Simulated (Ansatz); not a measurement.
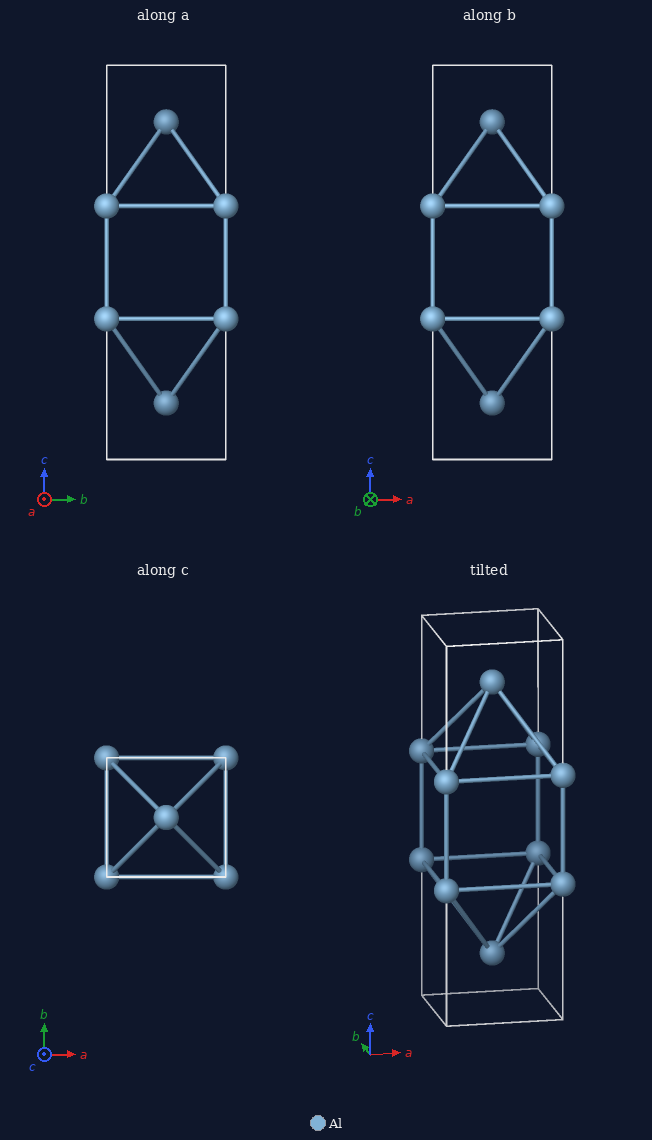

We look at a ball-and-stick model of the crystal along the a axis, along the b axis, along the c axis and slightly off an axis. Thin lines show the conventional unit cell, with boundary atoms drawn in all their periodic places.

Lattice parameters: a = 2.8262 Å, b = 2.8262 Å, c = 9.3513 Å, α = 90.000°, β = 90.000°, γ = 90.000°.

Set out the cell and atoms as a CIF in P1 with every atom of the cell, with free fractional coordinates to two decimals.

Answer.
```cif
data_structure
_symmetry_space_group_name_H-M 'P 1'
_symmetry_Int_Tables_number 1
_cell_length_a 2.8262
_cell_length_b 2.8262
_cell_length_c 9.3513
_cell_angle_alpha 90.000
_cell_angle_beta 90.000
_cell_angle_gamma 90.000
_cell_volume 74.69
loop_
_atom_site_label
_atom_site_type_symbol
_atom_site_fract_x
_atom_site_fract_y
_atom_site_fract_z
_atom_site_occupancy
Al1 Al 0.00 0.00 0.36 1
Al2 Al 0.50 0.50 0.14 1
Al3 Al 0.50 0.50 0.86 1
Al4 Al 0.00 0.00 0.64 1
```

The cell started as a random cell made by a generator, so it need not be a real form of the element. Earlier steps of the study, as a rule a relaxation of our own, may have changed the cell and positions, so they can lie some per cent off the listed ones. A calculation with Ansatz used it as input.
